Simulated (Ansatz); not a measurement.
A periodic structure is given below.

```xyz
5
Lattice="3.9471 0.0000 0.0000 0.0000 3.9471 0.0000 0.0000 0.0000 3.9471" Properties=species:S:1:pos:R:3 pbc="T T T"
Sr    0.0000    0.0000    0.0000
Ti    1.9736    1.9736    1.9736
O     1.9736    0.0000    1.9736
O     1.9736    1.9736    0.0000
O     0.0000    1.9736    1.9736
```

### What does this file describe?

The solid is SrTiO$_{3}$. It is primitive cubic, space group Pm-3m (No. 221). Among the common structure types it is cubic perovskite. The cell comprises 1 formula unit: 1 Sr, 1 Ti, 3 O. The polyhedra are TiO6 octahedra; they share corners. Each Sr atom is coordinated by twelve O in a cuboctahedral arrangement at 2.79 Å. The coordination shell of Ti holds six O in an octahedral arrangement at 1.97 Å. Each O atom is coordinated by four Sr and two Ti in a distorted octahedral arrangement (2.79 Å to Sr, 1.97 Å to Ti). The bonds build a three-dimensional framework.

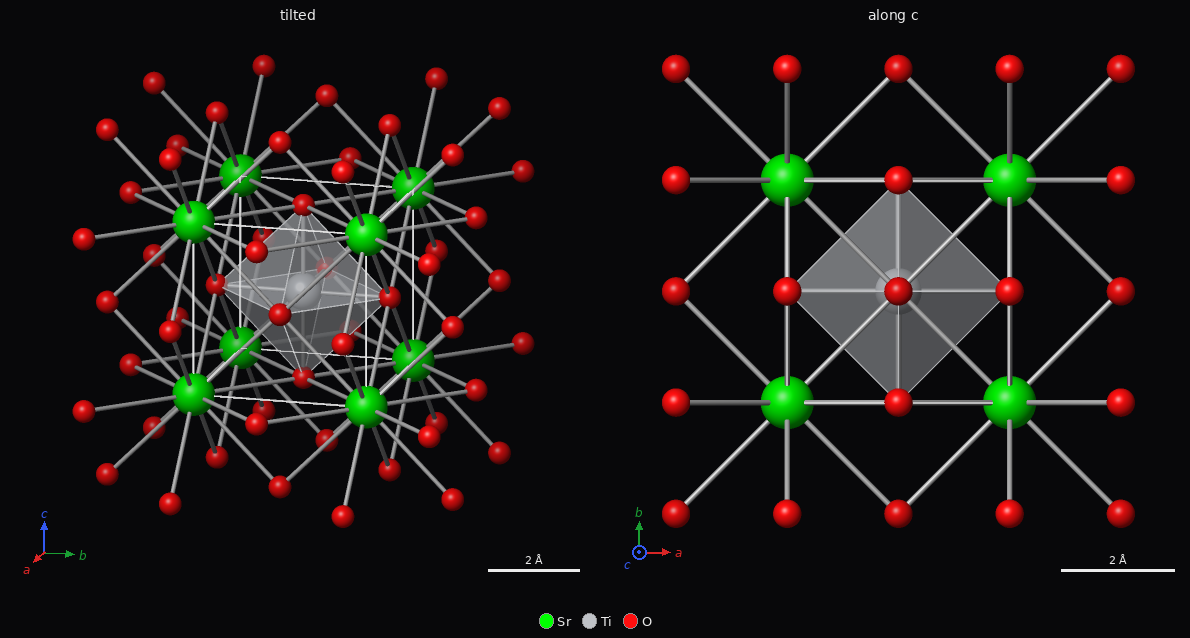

Structure drawing (polyhedral), viewed slightly off an axis and along the c axis. The wireframe shows the conventional unit cell. Some atoms of the next cells are drawn as well.

The model was built from a structure listed in the Materials Project. Earlier steps of the study may have refined or changed the cell and positions. It was run through Ansatz as a DFT input.
